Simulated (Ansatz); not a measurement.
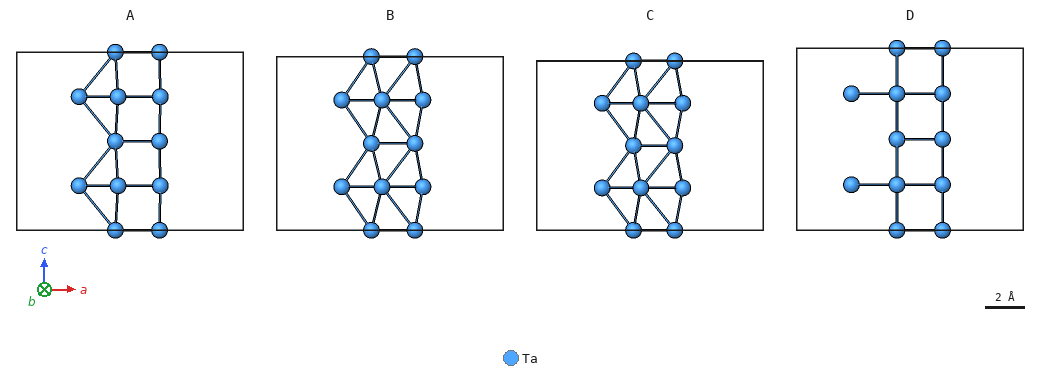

4 geometries from one relaxation of a wire of composition Ta, in shuffled order. Style: ball-and-stick. Shown: the 2 repeat of the cell, with the vacuum cut short, along the b axis.

Case: wire along [1 1 0], 7 atoms a period.

Theory: DFT PBE, scalar-relativistic, plane waves, PAW (Ansatz 0.2.0). (plane-wave cutoff 420 eV; k-point mesh 1 × 1 × 12; occupations gaussian; smearing width 0.05 eV; no spin polarisation; cell relaxed at fixed a, b, alpha, beta, gamma; force threshold 0.02 eV/Å; at most 45 steps)

**Put them in the order of the run, from the start to the converged end.**

D, A, B, C. They are steps 0, 2, 4, 14, at +3.582 eV per cell of the calculation, +0.393 eV per cell of the calculation, +78.8 meV per cell of the calculation relative to the last. After 12 accepted moves (14 points after the start) the energy has fallen by 3.582 eV per cell of the calculation. The largest force component goes from 4.7 to 0.0055 eV/Å. The line search rejected the trial step at point 5 of the run. At 1 point the geometry stayed and the basis and grid were re-selected for the new cell (energy shift of 1.7 meV per cell of the calculation at most each time). A Ta atom moves most relative to the centre of the atoms: 0.55 Å. Along the periodic axis the drawn cell goes c 9.387 → 8.728 Å (−7.0 %). Some distances before and after: Ta–Ta 3.319 → 2.715 Å, Ta–Ta 3.319 → 2.804 Å, Ta–Ta 2.874 → 2.640 Å, Ta–Ta 3.319 → 3.117 Å. New bonds form, among them: Ta–Ta (3.32 → 2.71 Å). Among the angles between lasting bonds that change: Ta–Ta–Ta 180.0° → 162.7°, Ta–Ta–Ta 180.0° → 164.5°, Ta–Ta–Ta 70.5° → 81.9°. The run took 5.4 min on 4 threads of Intel(R) Xeon(R) Processor @ 2.50GHz (Skylake/Cascade Lake) (shared host), peak memory 1.3 GiB.

Limits of the set-up: the k-point mesh is coarse for a cell with partly filled bands.
